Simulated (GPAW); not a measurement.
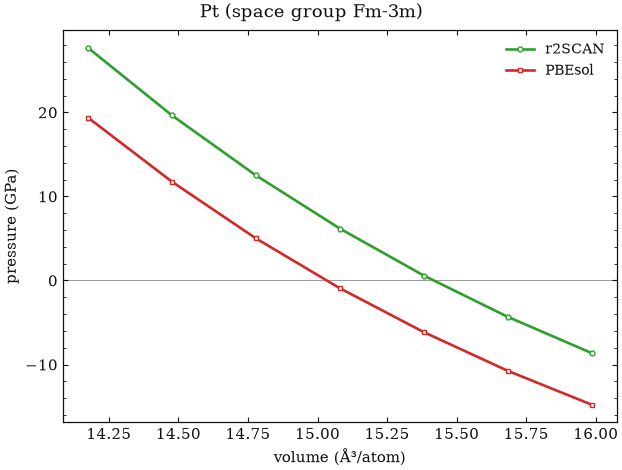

The figure shows the pressure against volume, with one curve for each functional, for Pt (space group Fm-3m).

How it was computed, with GPAW 26.7.0: PAW DFT in plane waves, on a grid or in atomic orbitals, no spin polarisation; energies at scaled volumes of the given cell, shape and fractions fixed, counted from the fit's minimum, third-order Birch-Murnaghan fit. All runs: no spin polarisation.

| setting | value |
| --- | --- |
| k mesh | 12×12×12 |
| occupations | Fermi–Dirac |
| smearing width | 0.05 eV |
| wave cutoff | 600 eV |

Settings that differ: r2SCAN: potentials GPAW-PAW-data-sets-(gpaw-data-1.2.1); PBEsol: potentials PAW-data-sets-made-by gpaw-setup-for-the-functional.

Order the curves by fitted equilibrium volume, smallest first.

Answer. PBEsol 15.033, r2SCAN 15.419 Å³/atom.

Order the curves by fitted bulk modulus, smallest first.

Answer. r2SCAN 263.6, PBEsol 282.9 GPa.

For r2SCAN: how does the pressure vary with volume?

Answer. It falls from 27.68 GPa at volume 14.18 Å³/atom to −8.63 GPa at 15.98 Å³/atom, and changes sign near 15.42 Å³/atom.

For PBEsol: read off the course of the pressure.

Answer. It falls from 19.37 GPa at volume 14.18 Å³/atom to −14.77 GPa at 15.98 Å³/atom, and changes sign near 15.03 Å³/atom.

Caveats: spin-orbit coupling left out, heavy elements.
